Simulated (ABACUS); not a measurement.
## Run report: Fe, band-structure run (part 1 of 3)

System: Fe (Im-3m, 1 atom in the cell).
Method: Kohn-Sham DFT of a periodic cell, SCAN, SG15 ONCV 1.2 PBE, spin-polarised (ABACUS 3.10.1).

The structure derives from an entry of the Crystallography Open Database.

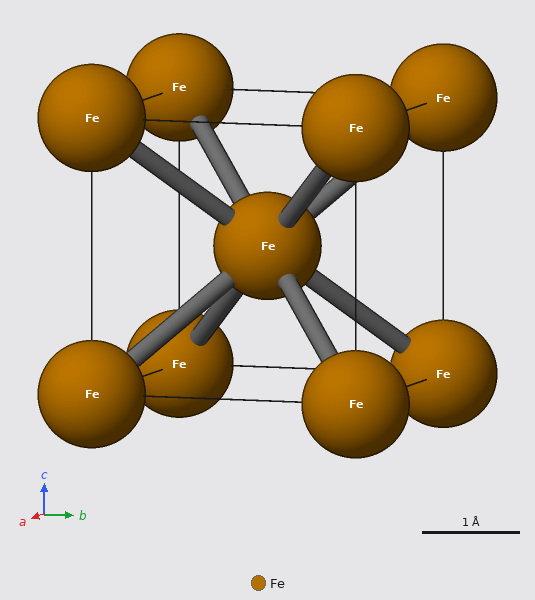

Figure 1. The structure (ball-and-stick view of the cell 2 times as large as that of the calculation, set on its symmetry axes, seen slightly off an axis). Near neighbours in the crystal (not all of them lie inside the picture): Fe has 8 Fe at 2.50 Å.

## Key numbers

```json
{"quantity": "outcome", "value": "converged"}
{"quantity": "space group (tolerance 0.01 Å)", "value": "Im-3m (229)"}
{"quantity": "electrons treated", "value": "16"}
{"quantity": "free energy", "value": "−3219.8514 eV"}
{"quantity": "Fermi energy of the self-consistent step", "value": "18.138 eV"}
{"quantity": "gap on the k-point mesh", "value": "none (metallic)"}
{"quantity": "net moment of the cell", "value": "2.81 μB"}
{"quantity": "integrated absolute moment", "value": "3.11 μB"}
{"quantity": "pressure", "value": "0.24 GPa"}
{"quantity": "largest force (length of the vector)", "value": "under 0.001 eV/Å"}
{"quantity": "hardware", "value": "4 threads of Intel Xeon @ 2.50GHz (Skylake/Cascade Lake), 16 GiB of memory available, shared host"}
{"quantity": "wall time", "value": "71 s (CPU time 4.7 min)"}
{"quantity": "peak memory", "value": "0.44 GiB"}
```

## Remarks

Points of doubt noted for this run: home made orbitals.

## Input file
```
INPUT_PARAMETERS
suffix              Fe
calculation         scf
basis_type          lcao
pseudo_dir          ./
orbital_dir         ./
symmetry            1
dft_functional      scan
ecutwfc             100
pseudo_rcut         10
nspin               2
nbands              20
ks_solver           genelpa
smearing_method     fd
smearing_sigma      0.00367493
scf_thr             1e-07
scf_nmax            100
mixing_type         broyden
mixing_beta         0.4
cal_force           1
cal_stress          1
mixing_tau          1
out_mul             1
out_chg             1
```

## File STRU
```
ATOMIC_SPECIES
Fe 55.8450 Fe_ONCV_PBE-1.2.upf

NUMERICAL_ORBITAL
Fe_confined-atom_7au_3s2p2d1f.orb

LATTICE_CONSTANT
1.8897261246

LATTICE_VECTORS
-1.4430000000 1.4430000000 1.4430000000
1.4430000000 -1.4430000000 1.4430000000
1.4430000000 1.4430000000 -1.4430000000

ATOMIC_POSITIONS
Direct

Fe
0.0
1
0.0000000000 0.0000000000 0.0000000000 1 1 1 mag 3
```

## File KPT
```
K_POINTS
0
Gamma
10 10 10 0 0 0
```

Launched with:
```bash
OMP_NUM_THREADS=1 mpirun -np 4 abacus > log
```

## The program's output
```
ABACUS v3.10.1

               Atomic-orbital Based Ab-initio Computation at UStc

 ------------------------------------------------------------------------------------

 READING GENERAL INFORMATION
                           global_out_dir = OUT.Fe/
                           global_in_card = INPUT
                               pseudo_dir = ./
                              orbital_dir = ./
                                    DSIZE = 4
                                    GSIZE = 1

 READING UNITCELL INFORMATION
                                    ntype = 1
                  lattice constant (Bohr) = 1.88973
              lattice constant (Angstrom) = 1

 READING ATOM TYPE 1
                               atom label = Fe
                      L=0, number of zeta = 3
                      L=1, number of zeta = 2
                      L=2, number of zeta = 2
                      L=3, number of zeta = 1
             number of atom for this type = 1
               magnetization of element 1 = 3

                        TOTAL ATOM NUMBER = 1
DIRECT COORDINATES
    atom                   x                   y                   z     mag                  vx                  vy                  vz
taud_Fe1            0.0000000000        0.0000000000        0.0000000000  3.0000        0.0000000000        0.0000000000        0.0000000000

                          Volume (Bohr^3) = 81.1065
                             Volume (A^3) = 12.0187

 Lattice vectors: (Cartesian coordinate: in unit of a_0)
               -1.443              +1.443              +1.443
               +1.443              -1.443              +1.443
               +1.443              +1.443              -1.443
 Reciprocal vectors: (Cartesian coordinate: in unit of 2 pi/a_0)
                   +0             +0.3465             +0.3465
              +0.3465                  +0             +0.3465
              +0.3465             +0.3465                  +0
 The esolver type has been set to : ksdft_lcao

                PAO radial cut off (Bohr) = 10

 Read in pseudopotential file is Fe_ONCV_PBE-1.2.upf
                     pseudopotential type = NC
          exchange-correlation functional = PBE
                 nonlocal core correction = 0
                        valence electrons = 16
                                     lmax = 2
                           number of zeta = 0
                     number of projectors = 6
                           L of projector = 0
                           L of projector = 0
                           L of projector = 1
                           L of projector = 1
                           L of projector = 2
                           L of projector = 2
 XC functional updated to : scan
          exchange-correlation functional = SCAN
     initial pseudo atomic orbital number = 0
 The readin total magnetization is 3

 SETUP THE ELECTRONS NUMBER
            electron number of element Fe = 16
      total electron number of element Fe = 16
            AUTOSET number of electrons:  = 16
                           occupied bands = 8
                                   NLOCAL = 26
                                   NBANDS = 20
                                   NBANDS = 20
                                   NLOCAL = 26

%%%%%%%%%%%%%%%%%%%%%%%%%%%%%%%%%%%%%%%%%%%%%%%%%%%%%%%%%%%%%%%%%%%%%%%%%%%%%%%%%%%%%%%%%%%%%%%%%%%%%%%%%%
 Warning: the number of valence electrons in pseudopotential > 8 for Fe: [Ar] 3d6 4s2
 Pseudopotentials with additional electrons can yield (more) accurate outcomes, but may be less efficient.
 If you're confident that your chosen pseudopotential is appropriate, you can safely ignore this warning.
%%%%%%%%%%%%%%%%%%%%%%%%%%%%%%%%%%%%%%%%%%%%%%%%%%%%%%%%%%%%%%%%%%%%%%%%%%%%%%%%%%%%%%%%%%%%%%%%%%%%%%%%%%

 SETUP THE PLANE WAVE BASIS
 energy cutoff for charge/potential (unit:Ry) = 400
            fft grid for charge/potential = [ 32, 32, 32 ]
                        fft grid division = [ 4, 4, 4 ]
        big fft grid for charge/potential = [ 8, 8, 8 ]
                                     nbxx = 128
                                     nrxx = 8192

 SETUP PLANE WAVES FOR CHARGE/POTENTIAL
                    number of plane waves = 10889
                         number of sticks = 661

 PARALLEL PW FOR CHARGE/POTENTIAL
     PROC   COLUMNS(POT)             PW
        1            165           2722
        2            165           2723
        3            165           2722
        4            166           2722
 --------------- sum -------------------
        4            661          10889
                            number of |g| = 137
                                  max |g| = 36.0187
                                  min |g| = 0.240125

----------- Double Check Mixing Parameters Begin ------------
mixing_type: broyden
mixing_beta: 0.4
mixing_gg0: 1
mixing_gg0_min: 0.1
mixing_beta_mag: 1.6
mixing_gg0_mag: 0
mixing_ndim: 8
----------- Double Check Mixing Parameters End ------------

 LATTICE VECTORS: (CARTESIAN COORDINATE: IN UNIT OF A0)
               -1.443              +1.443              +1.443
               +1.443              -1.443              +1.443
               +1.443              +1.443              -1.443
                       right hand lattice = 1
                                   NORM_A = 2.49935
                                   NORM_B = 2.49935
                                   NORM_C = 2.49935
                           ALPHA (DEGREE) = 109.471
                           BETA  (DEGREE) = 109.471
                           GAMMA (DEGREE) = 109.471

 The lattice vectors have been changed (STRU_SIMPLE.cif)

(for optimal symmetric configuration:)
                             BRAVAIS TYPE = 2
                     BRAVAIS LATTICE NAME = 02. Cubic I (body-centered)
                                    ibrav = 2
                                    IBRAV = 2
                                  BRAVAIS = BODY CENTERED CUBIC
                       LATTICE CONSTANT A = 2.886
Original cell was already a primitive cell.
                        ROTATION MATRICES = 48
              PURE POINT GROUP OPERATIONS = 48
                   SPACE GROUP OPERATIONS = 48
                              POINT GROUP = O_h
               POINT GROUP IN SPACE GROUP = O_h

 SETUP K-POINTS
                                    nspin = 2
                   Input type of k points = Monkhorst-Pack(Gamma)
                                   nkstot = 1000
                       right hand lattice = 1
(for reciprocal lattice: )
                             BRAVAIS TYPE = 3
                     BRAVAIS LATTICE NAME = 03. Cubic F (face-centered)
                                    ibrav = 3
                       right hand lattice = 1
(for k-lattice: )
                             BRAVAIS TYPE = 3
                     BRAVAIS LATTICE NAME = 03. Cubic F (face-centered)
                                    ibrav = 3
                       right hand lattice = 1
                        ROTATION MATRICES = 48
                               nkstot_ibz = 47
K-POINTS REDUCTION ACCORDING TO SYMMETRY
     IBZ    DIRECT_X    DIRECT_Y    DIRECT_Z  WEIGHT  ibz2bz
       1  0.00000000  0.00000000  0.00000000  0.0010       0
       2 -0.10000000  0.10000000  0.00000000  0.0120       1
       3 -0.20000000  0.20000000  0.00000000  0.0120       2
       4 -0.30000000  0.30000000  0.00000000  0.0120       3
       5 -0.40000000  0.40000000  0.00000000  0.0120       4
       6  0.50000000  0.50000000  0.00000000  0.0060       5
       7  0.10000000  0.10000000 -0.20000000  0.0240      11
       8 -0.10000000 -0.20000000  0.30000000  0.0480      12
       9 -0.40000000  0.30000000  0.10000000  0.0480      13
      10  0.50000000  0.40000000  0.10000000  0.0480      14
      11 -0.20000000 -0.20000000  0.40000000  0.0240      22
      12  0.50000000  0.30000000  0.20000000  0.0480      23
      13  0.40000000  0.40000000  0.20000000  0.0240      24
      14  0.40000000  0.30000000  0.30000000  0.0240      33
      15 -0.10000000 -0.10000000  0.30000000  0.0080     111
      16 -0.10000000 -0.20000000  0.40000000  0.0240     112
      17  0.50000000  0.30000000  0.10000000  0.0240     113
      18  0.40000000  0.40000000  0.10000000  0.0120     114
      19 -0.10000000  0.10000000  0.10000000  0.0060     119
      20  0.50000000  0.20000000  0.20000000  0.0240     122
      21  0.40000000  0.30000000  0.20000000  0.0480     123
      22 -0.20000000  0.20000000  0.10000000  0.0240     128
      23  0.30000000  0.30000000  0.30000000  0.0080     133
      24 -0.30000000  0.30000000  0.10000000  0.0240     137
      25 -0.30000000  0.20000000  0.20000000  0.0240     138
      26 -0.40000000  0.40000000  0.10000000  0.0240     146
      27 -0.40000000  0.30000000  0.20000000  0.0480     147
      28  0.50000000  0.50000000  0.10000000  0.0120     155
      29  0.50000000  0.40000000  0.20000000  0.0480     156
      30  0.50000000  0.30000000  0.30000000  0.0240     157
[... 17 further k points ...]

                               nkstot now = 47
[... K-POINTS DIRECT COORDINATES: 47 rows ...]

           k-point number in this process = 47
       minimum distributed K point number = 47
[... stars of the k points ...]
                             nks(nspin=2) = 94
                          nkstot(nspin=2) = 94

[... K-POINTS CARTESIAN COORDINATES: 94 rows ...]

[... K-POINTS DIRECT COORDINATES: 94 rows ...]

 SETUP PLANE WAVES FOR WAVE FUNCTIONS
     energy cutoff for wavefunc (unit:Ry) = 100
              fft grid for wave functions = [ 32, 32, 32 ]
                    number of plane waves = 2347
                         number of sticks = 241

 PARALLEL PW FOR WAVE FUNCTIONS
     PROC   COLUMNS(POT)             PW
        1             60            587
        2             60            587
        3             61            587
        4             60            586
 --------------- sum -------------------
        4            241           2347

 SET NONLOCAL PSEUDOPOTENTIAL PROJECTORS
 max number of nonlocal projetors among all species is 6

 -------------------------------------------
 SELF-CONSISTENT
 -------------------------------------------

 SETUP SEARCHING RADIUS FOR PROGRAM TO SEARCH ADJACENT ATOMS
                  longest orb rcut (Bohr) = 7
   longest nonlocal projector rcut (Bohr) = 2.16
                     search radius (Bohr) = 18.3
              searching radius is (Bohr)) = 18.3
         searching radius unit is (Bohr)) = 1.89
                         PeriodicBoundary = 1
                        Radius(unit:lat0) = 9.7
                                   glayer = [ 6, 6, 6 ]
                             glayer_minus = [ 5, 5, 5 ]

Find the coordinate range of the input atom(unit:lat0).
                                  min_tau = [ -21.6, -21.6, -21.6 ]
                                  max_tau = [ 21.6, 21.6, 21.6 ]
                                BoxNumber = [ 11, 11, 11 ]

 SETUP EXTENDED REAL SPACE GRID FOR GRID INTEGRATION
                          real space grid = [ 32, 32, 32 ]
                 big cell numbers in grid = [ 8, 8, 8 ]
             meshcell numbers in big cell = [ 4, 4, 4 ]
                        extended fft grid = [ 15, 15, 15 ]
                dimension of extened grid = [ 39, 39, 39 ]
                            UnitCellTotal = 125
              Atom number in sub-FFT-grid = 1
    Local orbitals number in sub-FFT-grid = 26
                                ParaV.nnr = 51883
                                 init_chg = atomic

 LCAO ALGORITHM --------------- ION=   1  ELEC=   1--------------------------------
          total magnetism (Bohr mag/cell) = 2.66389
       absolute magnetism (Bohr mag/cell) = 2.67823
                        nelec for spin up = 9.33195
                      nelec for spin down = 6.66805

 Density error is 0.0555827931391
----------------------------------------------------------
     Energy           Rydberg                 eV
----------------------------------------------------------
 E_KohnSham     -236.5629017326      -3218.6033989771
 E_Harris       -237.8524967375      -3236.1492391559
 E_Fermi        1.3287551985         18.0786419464
----------------------------------------------------------

 LCAO ALGORITHM --------------- ION=   1  ELEC=   2--------------------------------
          total magnetism (Bohr mag/cell) = 2.81673
       absolute magnetism (Bohr mag/cell) = 3.02418
                        nelec for spin up = 9.40837
                      nelec for spin down = 6.59163

 Density error is 0.0340632388049
----------------------------------------------------------
     Energy           Rydberg                 eV
----------------------------------------------------------
 E_KohnSham     -236.6006867802      -3219.1174909233
 E_Harris       -237.3096091926      -3228.7628751719
 E_Fermi        1.3427271155         18.2687396305
----------------------------------------------------------

 LCAO ALGORITHM --------------- ION=   1  ELEC=   3--------------------------------
          total magnetism (Bohr mag/cell) = 2.81271
       absolute magnetism (Bohr mag/cell) = 3.04692
                        nelec for spin up = 9.40635
                      nelec for spin down = 6.59365

 Density error is 0.0104275994936
----------------------------------------------------------
     Energy           Rydberg                 eV
----------------------------------------------------------
 E_KohnSham     -236.6143872333      -3219.3038951509
 E_Harris       -236.3795270501      -3216.1084584271
 E_Fermi        1.3310215860         18.1094777310
----------------------------------------------------------

 LCAO ALGORITHM --------------- ION=   1  ELEC=   4--------------------------------
          total magnetism (Bohr mag/cell) = 2.80998
       absolute magnetism (Bohr mag/cell) = 3.08663
                        nelec for spin up = 9.40499
                      nelec for spin down = 6.59501

 Density error is 0.00617575787722
----------------------------------------------------------
     Energy           Rydberg                 eV
----------------------------------------------------------
 E_KohnSham     -236.6441098895      -3219.7082926347
 E_Harris       -236.4955117244      -3217.6865108771
 E_Fermi        1.3337483845         18.1465777270
----------------------------------------------------------

 LCAO ALGORITHM --------------- ION=   1  ELEC=   5--------------------------------
          total magnetism (Bohr mag/cell) = 2.8102
       absolute magnetism (Bohr mag/cell) = 3.11572
                        nelec for spin up = 9.4051
                      nelec for spin down = 6.5949

 Density error is 0.00363831446621
----------------------------------------------------------
     Energy           Rydberg                 eV
----------------------------------------------------------
 E_KohnSham     -236.6541764910      -3219.8452557746
 E_Harris       -236.6516012455      -3219.8102177630
 E_Fermi        1.3363385110         18.1818182066
----------------------------------------------------------

 LCAO ALGORITHM --------------- ION=   1  ELEC=   6--------------------------------
          total magnetism (Bohr mag/cell) = 2.81018
       absolute magnetism (Bohr mag/cell) = 3.12181
                        nelec for spin up = 9.40509
                      nelec for spin down = 6.59491

 Density error is 0.00171615401376
----------------------------------------------------------
     Energy           Rydberg                 eV
----------------------------------------------------------
 E_KohnSham     -236.6545194956      -3219.8499225923
 E_Harris       -236.6555712096      -3219.8642318949
 E_Fermi        1.3347923544         18.1607816662
----------------------------------------------------------

 LCAO ALGORITHM --------------- ION=   1  ELEC=   7--------------------------------
          total magnetism (Bohr mag/cell) = 2.81099
       absolute magnetism (Bohr mag/cell) = 3.10187
                        nelec for spin up = 9.4055
                      nelec for spin down = 6.5945

 Density error is 0.00102085038804
```
